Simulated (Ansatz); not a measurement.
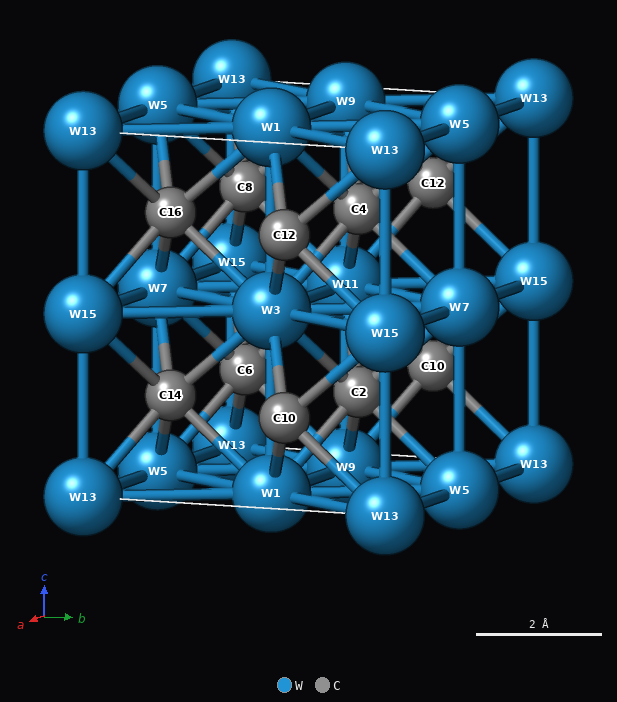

Fig. 1: The starting structure (ball-and-stick view of the cell of the calculation, seen slightly off an axis; atoms are numbered from 1 in the order of the input). An atom can appear more than once, as a periodic image.

# Molecular dynamics of WC (part 1 of 2)

System: WC (16 atoms in the cell).
Method: DFT PBEsol, scalar-relativistic, plane waves, PAW, PAW set soft_1, no spin polarisation (Ansatz 0.2.0).

The structure derives from an entry of the Crystallography Open Database. It belongs to a series of runs on one base structure; here: dynamics from the start. Figures and captions count atoms from 1; the log counts them from 0 in places.

### Output
```
Warning: md: disabling space-group detection — thermal motion breaks the input geometry's symmetry, so no spatial operation reduces the k-mesh or symmetrises the density; time reversal is kept, so that k and −k are solved as one point where they differ and the mesh holds both, and exact exchange and, on two spinor components, a DFT+U term hold to it where the run has them: on two components no moment then forms, and a state that bears one, which a typed moment (crystal.atoms[].spin; refused beside efield: under a hybrid functional) reaches, can lie lower, under hf by electronvolts; crystal.symmetry.detect: false (a key that needs symmetry detection or time reversal refuses this as the deck is read) with time_reversal: false beside it drops time reversal too
Warning: [file] the record states the generating functional pbe (its physics header spells it `PBE`), which answers neither for hamiltonian.xc's functional nor for the pbesol family's — results may be inconsistent (PPs are generated against a specific XC)
Warning: [file] the record states the generating functional pbe (its physics header spells it `PBE`), which answers neither for hamiltonian.xc's functional nor for the pbesol family's — results may be inconsistent (PPs are generated against a specific XC)
band count auto-derived: 95 (N_el = 144.0; filled up to band 72; 88 by the electrons, moments and atoms)
Engine: ansatz 0.2.0, aarch64-unknown-linux-gnu
Pseudopotentials: kind: paw
Pseudopotential: W, paw, valence charge 14, recommended cutoff 420 eV (normal), [file]
Pseudopotential: C, paw, valence charge 4, recommended cutoff 420 eV (normal), [file]
Functional definition: PBEsol
  exchange = pbesol_x
  correlation = pbesol_c
Crystal: 16 atoms, lattice volume = 189.575 Å³
Basis set: ecut = 420 eV, 3703 PW (Γ), exchange–correlation on 90×72×80 points (8 copies of the dense FFT grid, shifted against one another)
Bands: 95, of which v1, the nominal top of the filled ones, is band 72 counted from 1 (71 counted from 0)
Symmetry: 1 space group operations
k-points: 8
Non-local potential: W, projectors of the file, l = 0: 3, l = 1: 2, l = 2: 2, l = 3: 1
Non-local potential: C, projectors of the file, l = 0: 2, l = 1: 2, l = 2: 1
PAW form: soft (Blöchl's): semilocal exchange-correlation on the pseudo side does not see the compensation charge
PAW frozen core: W, regenerated for the run's functional, and the local potential with it (the file was generated under x = pbe(κ = 0.804, μ = 0.2195149727645171), c = pbe(β = 0.06672455060314922))
PAW frozen core: C, regenerated for the run's functional, and the local potential with it (the file was generated under x = pbe(κ = 0.804, μ = 0.2195149727645171), c = pbe(β = 0.06672455060314922))
PAW one-centre angular grid: W, 590 points (default); XC on 64 Gauss nodes
PAW one-centre angular grid: C, 110 points (default); XC on 64 Gauss nodes
Initial density: superposition of atomic densities (chi_scale 0.1, normalization cell, long waves kept (reshape's long-wave potential 0.00 eV rms))
Initial wavefunctions: pseudopotential atomic-orbital guess
Functional: x = pbesol(κ = 0.804, μ = 0.12345679012345678), c = pbesol(β = 0.046)
SCF iter   1: F=—  HF=-84043.039690 eV  |F-HF|=—  |Δ(HF+E_count)|=         —  Δρ=1.16e-1  dr2=3.86e1  ethr=3.10e-3  ⟨swp⟩=4.8  Hψ=2748  notcnv=0
preconditioner: auto → Kerker (q_TF=auto, 2.606 Å⁻¹)  [metal: Δε(μ)=0.318 eV  Ē_g=8.861 eV  σ=0.240 eV  W_gap=0.31  n_scr=52 (ndim 8)  ℏωp=24.1 eV  f_vac=0.000  D(μ)=2.90/eV (n_scr^D=18)]
SCF iter   2: F=—  HF=-84036.064399 eV  |F-HF|=—  |Δ(HF+E_count)|=    6.98e0  Δρ=5.65e-2  dr2=8.93e0  ethr=3.10e-3  ⟨swp⟩=2.0  Hψ=1355  notcnv=0
SCF iter   3: F=—  HF=-84033.957392 eV  |F-HF|=—  |Δ(HF+E_count)|=    2.11e0  Δρ=8.68e-3  dr2=6.84e-2  ethr=3.10e-3  ⟨swp⟩=2.0  Hψ=1278  notcnv=0
SCF iter   4: F=—  HF=-84033.951950 eV  |F-HF|=—  |Δ(HF+E_count)|=   5.44e-3  Δρ=2.01e-3  dr2=9.92e-3  ethr=4.75e-5  ⟨swp⟩=2.4  Hψ=1217  notcnv=0
SCF iter   5: F=—  HF=-84033.950068 eV  |F-HF|=—  |Δ(HF+E_count)|=   1.88e-3  Δρ=2.46e-4  dr2=1.42e-4  ethr=6.89e-6  ⟨swp⟩=2.0  Hψ=1050  notcnv=0
SCF iter   6: F=—  HF=-84033.950078 eV  |F-HF|=—  |Δ(HF+E_count)|=   9.45e-6  Δρ=5.67e-5  dr2=8.51e-6  ethr=9.88e-8  ⟨swp⟩=2.4  Hψ=1144  notcnv=0
SCF iter   7: F=—  HF=-84033.950108 eV  |F-HF|=—  |Δ(HF+E_count)|=   3.08e-5  Δρ=7.63e-6  dr2=1.22e-7  ethr=5.91e-9  ⟨swp⟩=2.0  Hψ=1009  notcnv=0
SCF iter   8: F=-84033.950108 eV  HF=-84033.950108 eV  |F-HF|=1.50e-9  |Δ(HF+E_count)|=   1.08e-8  Δρ=1.63e-6  dr2=4.86e-9  ethr=1.11e-11  ⟨swp⟩=4.0  Hψ=2303  notcnv=0
SCF 1 converged in 8 iterations: F = -84033.950108 eV  dr2 = 4.86e-9
  greatest PAW one-centre occupation: 0.999 electrons in one spin orbital (limit 2), on the W atom at site 6 (counted from 0), in its partial waves of l = 0
md step     0: t =     0.00 fs  T =  2625.0 K  F+E_penalty+E_count = -84033.95010841 eV  E_kin = 5.428920 eV  (8 SCF iters)
Initial density: handed on by an earlier stage of this run
Initial wavefunctions: those handed on with the density
iter 1 solved again at ethr=1.39e-5 eV; its pass at ethr=3.10e-3 eV (dr2=2.00e-2 eV) is discarded
SCF iter   1: F=—  HF=-84033.935347 eV  |F-HF|=—  |Δ(HF+E_count)|=         —  Δρ=2.45e-3  dr2=2.00e-2  ethr=1.39e-5  ⟨swp⟩=2.0  Hψ=3136  notcnv=0
preconditioner: auto → Kerker (q_TF=auto, 2.606 Å⁻¹)  [metal: Δε(μ)=0.323 eV  Ē_g=8.036 eV  σ=0.240 eV  W_gap=0.31  n_scr=52 (ndim 8)  ℏωp=24.1 eV  f_vac=0.000  D(μ)=4.55/eV (n_scr^D=28)]
SCF iter   2: F=—  HF=-84033.931962 eV  |F-HF|=—  |Δ(HF+E_count)|=   3.39e-3  Δρ=1.46e-3  dr2=7.69e-3  ethr=1.39e-5  ⟨swp⟩=1.0  Hψ=760  notcnv=0
SCF iter   3: F=—  HF=-84033.929831 eV  |F-HF|=—  |Δ(HF+E_count)|=   2.13e-3  Δρ=1.75e-4  dr2=7.64e-5  ethr=5.34e-6  ⟨swp⟩=2.0  Hψ=1053  notcnv=0
SCF iter   4: F=—  HF=-84033.929882 eV  |F-HF|=—  |Δ(HF+E_count)|=   5.15e-5  Δρ=2.96e-5  dr2=2.05e-6  ethr=5.30e-8  ⟨swp⟩=2.0  Hψ=1062  notcnv=0
SCF iter   5: F=—  HF=-84033.929873 eV  |F-HF|=—  |Δ(HF+E_count)|=   9.34e-6  Δρ=7.53e-6  dr2=1.87e-7  ethr=1.42e-9  ⟨swp⟩=2.2  Hψ=1106  notcnv=0
SCF iter   6: F=-84033.929873 eV  HF=-84033.929873 eV  |F-HF|=3.14e-9  |Δ(HF+E_count)|=   2.89e-8  Δρ=1.41e-6  dr2=6.28e-9  ethr=1.11e-11  ⟨swp⟩=3.0  Hψ=2595  notcnv=0
SCF 2 converged in 6 iterations: F = -84033.929873 eV  dr2 = 6.28e-9
  greatest PAW one-centre occupation: 0.999 electrons in one spin orbital (limit 2), on the W atom at site 10 (counted from 0), in its partial waves of l = 0
md step     1: t =     0.75 fs  T =  2898.5 K  F+E_penalty+E_count = -84033.92987272 eV  E_kin = 5.994558 eV  (6 SCF iters)
[... from here on the SCF iterations and repeated set-up lines of each step are left out, up to the last step ...]
md step     2: t =     1.50 fs  T =  2852.2 K  F+E_penalty+E_count = -84033.86969988 eV  E_kin = 5.898880 eV  (6 SCF iters)
md step     3: t =     2.25 fs  T =  2925.9 K  F+E_penalty+E_count = -84033.76799999 eV  E_kin = 6.051133 eV  (6 SCF iters)
md step     4: t =     3.00 fs  T =  3175.2 K  F+E_penalty+E_count = -84033.62397151 eV  E_kin = 6.566849 eV  (6 SCF iters)
md step     5: t =     3.75 fs  T =  2969.7 K  F+E_penalty+E_count = -84033.44065193 eV  E_kin = 6.141851 eV  (5 SCF iters)
md step     6: t =     4.50 fs  T =  2771.5 K  F+E_penalty+E_count = -84033.22094103 eV  E_kin = 5.731985 eV  (5 SCF iters)
md step     7: t =     5.25 fs  T =  2759.7 K  F+E_penalty+E_count = -84032.96764661 eV  E_kin = 5.707576 eV  (5 SCF iters)
md step     8: t =     6.00 fs  T =  2757.0 K  F+E_penalty+E_count = -84032.68671839 eV  E_kin = 5.701886 eV  (5 SCF iters)
md step     9: t =     6.75 fs  T =  2563.3 K  F+E_penalty+E_count = -84032.38783751 eV  E_kin = 5.301374 eV  (5 SCF iters)
md step    10: t =     7.50 fs  T =  2534.9 K  F+E_penalty+E_count = -84032.06929352 eV  E_kin = 5.242574 eV  (6 SCF iters)
md step    11: t =     8.25 fs  T =  2295.3 K  F+E_penalty+E_count = -84031.73093885 eV  E_kin = 4.747045 eV  (5 SCF iters)
md step    12: t =     9.00 fs  T =  2192.3 K  F+E_penalty+E_count = -84031.37801314 eV  E_kin = 4.533950 eV  (5 SCF iters)
md step    13: t =     9.75 fs  T =  1981.4 K  F+E_penalty+E_count = -84031.01562024 eV  E_kin = 4.097936 eV  (5 SCF iters)
md step    14: t =    10.50 fs  T =  1794.9 K  F+E_penalty+E_count = -84030.66473641 eV  E_kin = 3.712135 eV  (5 SCF iters)
md step    15: t =    11.25 fs  T =  1812.0 K  F+E_penalty+E_count = -84030.31961304 eV  E_kin = 3.747546 eV  (5 SCF iters)
md step    16: t =    12.00 fs  T =  1583.4 K  F+E_penalty+E_count = -84029.98184178 eV  E_kin = 3.274681 eV  (5 SCF iters)
md step    17: t =    12.75 fs  T =  1482.6 K  F+E_penalty+E_count = -84029.69744728 eV  E_kin = 3.066288 eV  (5 SCF iters)
md step    18: t =    13.50 fs  T =  1331.9 K  F+E_penalty+E_count = -84029.47458517 eV  E_kin = 2.754509 eV  (5 SCF iters)
md step    19: t =    14.25 fs  T =  1362.0 K  F+E_penalty+E_count = -84029.30811731 eV  E_kin = 2.816850 eV  (5 SCF iters)
md step    20: t =    15.00 fs  T =  1343.0 K  F+E_penalty+E_count = -84029.19080834 eV  E_kin = 2.777454 eV  (6 SCF iters)
md step    21: t =    15.75 fs  T =  1405.2 K  F+E_penalty+E_count = -84029.10860344 eV  E_kin = 2.906186 eV  (5 SCF iters)
md step    22: t =    16.50 fs  T =  1382.4 K  F+E_penalty+E_count = -84029.07083293 eV  E_kin = 2.859051 eV  (5 SCF iters)
md step    23: t =    17.25 fs  T =  1344.3 K  F+E_penalty+E_count = -84029.08121822 eV  E_kin = 2.780315 eV  (5 SCF iters)
md step    24: t =    18.00 fs  T =  1366.7 K  F+E_penalty+E_count = -84029.13990307 eV  E_kin = 2.826535 eV  (5 SCF iters)
md step    25: t =    18.75 fs  T =  1437.2 K  F+E_penalty+E_count = -84029.23169335 eV  E_kin = 2.972422 eV  (5 SCF iters)
md step    26: t =    19.50 fs  T =  1581.5 K  F+E_penalty+E_count = -84029.33279622 eV  E_kin = 3.270810 eV  (5 SCF iters)
md step    27: t =    20.25 fs  T =  1695.2 K  F+E_penalty+E_count = -84029.43818816 eV  E_kin = 3.505965 eV  (5 SCF iters)
md step    28: t =    21.00 fs  T =  1820.6 K  F+E_penalty+E_count = -84029.54722061 eV  E_kin = 3.765202 eV  (5 SCF iters)
md step    29: t =    21.75 fs  T =  2002.4 K  F+E_penalty+E_count = -84029.65922366 eV  E_kin = 4.141217 eV  (5 SCF iters)
md step    30: t =    22.50 fs  T =  1835.9 K  F+E_penalty+E_count = -84029.76934953 eV  E_kin = 3.797001 eV  (6 SCF iters)
md step    31: t =    23.25 fs  T =  1879.0 K  F+E_penalty+E_count = -84029.88258992 eV  E_kin = 3.886003 eV  (5 SCF iters)
md step    32: t =    24.00 fs  T =  2074.2 K  F+E_penalty+E_count = -84030.00613274 eV  E_kin = 4.289702 eV  (5 SCF iters)
md step    33: t =    24.75 fs  T =  2287.6 K  F+E_penalty+E_count = -84030.13025614 eV  E_kin = 4.731153 eV  (5 SCF iters)
md step    34: t =    25.50 fs  T =  2345.9 K  F+E_penalty+E_count = -84030.24670685 eV  E_kin = 4.851608 eV  (5 SCF iters)
md step    35: t =    26.25 fs  T =  2490.0 K  F+E_penalty+E_count = -84030.35181017 eV  E_kin = 5.149670 eV  (5 SCF iters)
md step    36: t =    27.00 fs  T =  2624.1 K  F+E_penalty+E_count = -84030.43853362 eV  E_kin = 5.427046 eV  (5 SCF iters)
md step    37: t =    27.75 fs  T =  2550.7 K  F+E_penalty+E_count = -84030.50625249 eV  E_kin = 5.275311 eV  (5 SCF iters)
md step    38: t =    28.50 fs  T =  2613.3 K  F+E_penalty+E_count = -84030.56656192 eV  E_kin = 5.404661 eV  (5 SCF iters)
md step    39: t =    29.25 fs  T =  2523.0 K  F+E_penalty+E_count = -84030.61748895 eV  E_kin = 5.217925 eV  (5 SCF iters)
md step    40: t =    30.00 fs  T =  2563.6 K  F+E_penalty+E_count = -84030.64497173 eV  E_kin = 5.301875 eV  (6 SCF iters)
md step    41: t =    30.75 fs  T =  2675.5 K  F+E_penalty+E_count = -84030.65038961 eV  E_kin = 5.533270 eV  (5 SCF iters)
md step    42: t =    31.50 fs  T =  2760.7 K  F+E_penalty+E_count = -84030.64912054 eV  E_kin = 5.709467 eV  (5 SCF iters)
md step    43: t =    32.25 fs  T =  3125.8 K  F+E_penalty+E_count = -84030.64329089 eV  E_kin = 6.464673 eV  (5 SCF iters)
md step    44: t =    33.00 fs  T =  3240.9 K  F+E_penalty+E_count = -84030.62074442 eV  E_kin = 6.702634 eV  (5 SCF iters)
md step    45: t =    33.75 fs  T =  3318.1 K  F+E_penalty+E_count = -84030.57603839 eV  E_kin = 6.862396 eV  (5 SCF iters)
md step    46: t =    34.50 fs  T =  3323.9 K  F+E_penalty+E_count = -84030.51541420 eV  E_kin = 6.874416 eV  (5 SCF iters)
md step    47: t =    35.25 fs  T =  3355.3 K  F+E_penalty+E_count = -84030.45146615 eV  E_kin = 6.939376 eV  (5 SCF iters)
md step    48: t =    36.00 fs  T =  3408.5 K  F+E_penalty+E_count = -84030.37220814 eV  E_kin = 7.049231 eV  (5 SCF iters)
md step    49: t =    36.75 fs  T =  3312.3 K  F+E_penalty+E_count = -84030.27366665 eV  E_kin = 6.850421 eV  (5 SCF iters)
md step    50: t =    37.50 fs  T =  3265.8 K  F+E_penalty+E_count = -84030.17519657 eV  E_kin = 6.754147 eV  (6 SCF iters)
md step    51: t =    38.25 fs  T =  3051.5 K  F+E_penalty+E_count = -84030.07971320 eV  E_kin = 6.310936 eV  (5 SCF iters)
md step    52: t =    39.00 fs  T =  2937.6 K  F+E_penalty+E_count = -84029.97206457 eV  E_kin = 6.075514 eV  (5 SCF iters)
md step    53: t =    39.75 fs  T =  2859.5 K  F+E_penalty+E_count = -84029.84788649 eV  E_kin = 5.913993 eV  (5 SCF iters)
md step    54: t =    40.50 fs  T =  2804.9 K  F+E_penalty+E_count = -84029.71253837 eV  E_kin = 5.801005 eV  (5 SCF iters)
md step    55: t =    41.25 fs  T =  2720.5 K  F+E_penalty+E_count = -84029.54419778 eV  E_kin = 5.626375 eV  (5 SCF iters)
md step    56: t =    42.00 fs  T =  2695.7 K  F+E_penalty+E_count = -84029.34523686 eV  E_kin = 5.575133 eV  (5 SCF iters)
md step    57: t =    42.75 fs  T =  2414.6 K  F+E_penalty+E_count = -84029.13697237 eV  E_kin = 4.993709 eV  (5 SCF iters)
md step    58: t =    43.50 fs  T =  2455.3 K  F+E_penalty+E_count = -84028.93062876 eV  E_kin = 5.077856 eV  (5 SCF iters)
md step    59: t =    44.25 fs  T =  2358.6 K  F+E_penalty+E_count = -84028.72047632 eV  E_kin = 4.877864 eV  (5 SCF iters)
md step    60: t =    45.00 fs  T =  2236.4 K  F+E_penalty+E_count = -84028.50872295 eV  E_kin = 4.625300 eV  (6 SCF iters)
md step    61: t =    45.75 fs  T =  2087.0 K  F+E_penalty+E_count = -84028.32029247 eV  E_kin = 4.316176 eV  (5 SCF iters)
md step    62: t =    46.50 fs  T =  1890.6 K  F+E_penalty+E_count = -84028.15002839 eV  E_kin = 3.910099 eV  (5 SCF iters)
md step    63: t =    47.25 fs  T =  1823.8 K  F+E_penalty+E_count = -84027.98674046 eV  E_kin = 3.771930 eV  (5 SCF iters)
md step    64: t =    48.00 fs  T =  1910.6 K  F+E_penalty+E_count = -84027.85106290 eV  E_kin = 3.951360 eV  (5 SCF iters)
md step    65: t =    48.75 fs  T =  1807.8 K  F+E_penalty+E_count = -84027.76891190 eV  E_kin = 3.738785 eV  (5 SCF iters)
md step    66: t =    49.50 fs  T =  1704.7 K  F+E_penalty+E_count = -84027.75467108 eV  E_kin = 3.525584 eV  (5 SCF iters)
md step    67: t =    50.25 fs  T =  1775.1 K  F+E_penalty+E_count = -84027.77536583 eV  E_kin = 3.671265 eV  (5 SCF iters)
md step    68: t =    51.00 fs  T =  1856.3 K  F+E_penalty+E_count = -84027.81300713 eV  E_kin = 3.839031 eV  (5 SCF iters)
md step    69: t =    51.75 fs  T =  1947.1 K  F+E_penalty+E_count = -84027.88615444 eV  E_kin = 4.026912 eV  (5 SCF iters)
md step    70: t =    52.50 fs  T =  1866.1 K  F+E_penalty+E_count = -84027.98766765 eV  E_kin = 3.859305 eV  (6 SCF iters)
md step    71: t =    53.25 fs  T =  2150.8 K  F+E_penalty+E_count = -84028.10953259 eV  E_kin = 4.448259 eV  (5 SCF iters)
md step    72: t =    54.00 fs  T =  2284.6 K  F+E_penalty+E_count = -84028.24455584 eV  E_kin = 4.724901 eV  (5 SCF iters)
md step    73: t =    54.75 fs  T =  2476.4 K  F+E_penalty+E_count = -84028.40332217 eV  E_kin = 5.121576 eV  (5 SCF iters)
md step    74: t =    55.50 fs  T =  2435.8 K  F+E_penalty+E_count = -84028.57971338 eV  E_kin = 5.037665 eV  (5 SCF iters)
md step    75: t =    56.25 fs  T =  2642.6 K  F+E_penalty+E_count = -84028.75668191 eV  E_kin = 5.465268 eV  (5 SCF iters)
md step    76: t =    57.00 fs  T =  2905.6 K  F+E_penalty+E_count = -84028.93059005 eV  E_kin = 6.009204 eV  (5 SCF iters)
md step    77: t =    57.75 fs  T =  3217.2 K  F+E_penalty+E_count = -84029.09387580 eV  E_kin = 6.653602 eV  (5 SCF iters)
md step    78: t =    58.50 fs  T =  3175.5 K  F+E_penalty+E_count = -84029.24225640 eV  E_kin = 6.567361 eV  (5 SCF iters)
md step    79: t =    59.25 fs  T =  3244.0 K  F+E_penalty+E_count = -84029.36557186 eV  E_kin = 6.709133 eV  (5 SCF iters)
md step    80: t =    60.00 fs  T =  3022.0 K  F+E_penalty+E_count = -84029.45821783 eV  E_kin = 6.250002 eV  (6 SCF iters)
md step    81: t =    60.75 fs  T =  2859.1 K  F+E_penalty+E_count = -84029.53227084 eV  E_kin = 5.913004 eV  (5 SCF iters)
md step    82: t =    61.50 fs  T =  3039.8 K  F+E_penalty+E_count = -84029.58436713 eV  E_kin = 6.286841 eV  (5 SCF iters)
md step    83: t =    62.25 fs  T =  3175.0 K  F+E_penalty+E_count = -84029.59656148 eV  E_kin = 6.566506 eV  (5 SCF iters)
md step    84: t =    63.00 fs  T =  3096.1 K  F+E_penalty+E_count = -84029.56599755 eV  E_kin = 6.403319 eV  (5 SCF iters)
md step    85: t =    63.75 fs  T =  3277.6 K  F+E_penalty+E_count = -84029.51348512 eV  E_kin = 6.778535 eV  (5 SCF iters)
md step    86: t =    64.50 fs  T =  3379.4 K  F+E_penalty+E_count = -84029.46296705 eV  E_kin = 6.989057 eV  (5 SCF iters)
md step    87: t =    65.25 fs  T =  3494.1 K  F+E_penalty+E_count = -84029.39974630 eV  E_kin = 7.226450 eV  (5 SCF iters)
md step    88: t =    66.00 fs  T =  3359.6 K  F+E_penalty+E_count = -84029.30739086 eV  E_kin = 6.948152 eV  (5 SCF iters)
md step    89: t =    66.75 fs  T =  3466.3 K  F+E_penalty+E_count = -84029.19290523 eV  E_kin = 7.168896 eV  (5 SCF iters)
md step    90: t =    67.50 fs  T =  3330.7 K  F+E_penalty+E_count = -84029.04599687 eV  E_kin = 6.888359 eV  (6 SCF iters)
md step    91: t =    68.25 fs  T =  3132.9 K  F+E_penalty+E_count = -84028.88076388 eV  E_kin = 6.479304 eV  (5 SCF iters)
md step    92: t =    69.00 fs  T =  3220.9 K  F+E_penalty+E_count = -84028.68841805 eV  E_kin = 6.661281 eV  (5 SCF iters)
md step    93: t =    69.75 fs  T =  3073.7 K  F+E_penalty+E_count = -84028.46164362 eV  E_kin = 6.356823 eV  (5 SCF iters)
md step    94: t =    70.50 fs  T =  2899.0 K  F+E_penalty+E_count = -84028.22500540 eV  E_kin = 5.995663 eV  (5 SCF iters)
md step    95: t =    71.25 fs  T =  2871.4 K  F+E_penalty+E_count = -84027.98503567 eV  E_kin = 5.938532 eV  (5 SCF iters)
md step    96: t =    72.00 fs  T =  2930.1 K  F+E_penalty+E_count = -84027.72749148 eV  E_kin = 6.059822 eV  (5 SCF iters)
md step    97: t =    72.75 fs  T =  3101.9 K  F+E_penalty+E_count = -84027.45835430 eV  E_kin = 6.415184 eV  (5 SCF iters)
md step    98: t =    73.50 fs  T =  2818.5 K  F+E_penalty+E_count = -84027.20619610 eV  E_kin = 5.829067 eV  (5 SCF iters)
md step    99: t =    74.25 fs  T =  2601.4 K  F+E_penalty+E_count = -84026.98438029 eV  E_kin = 5.380090 eV  (5 SCF iters)
md step   100: t =    75.00 fs  T =  2521.1 K  F+E_penalty+E_count = -84026.78251050 eV  E_kin = 5.213937 eV  (6 SCF iters)
md step   101: t =    75.75 fs  T =  2582.3 K  F+E_penalty+E_count = -84026.60548477 eV  E_kin = 5.340633 eV  (5 SCF iters)
md step   102: t =    76.50 fs  T =  2604.0 K  F+E_penalty+E_count = -84026.48863456 eV  E_kin = 5.385524 eV  (5 SCF iters)
md step   103: t =    77.25 fs  T =  2540.9 K  F+E_penalty+E_count = -84026.45346672 eV  E_kin = 5.254890 eV  (5 SCF iters)
md step   104: t =    78.00 fs  T =  2629.5 K  F+E_penalty+E_count = -84026.52739002 eV  E_kin = 5.438220 eV  (5 SCF iters)
```
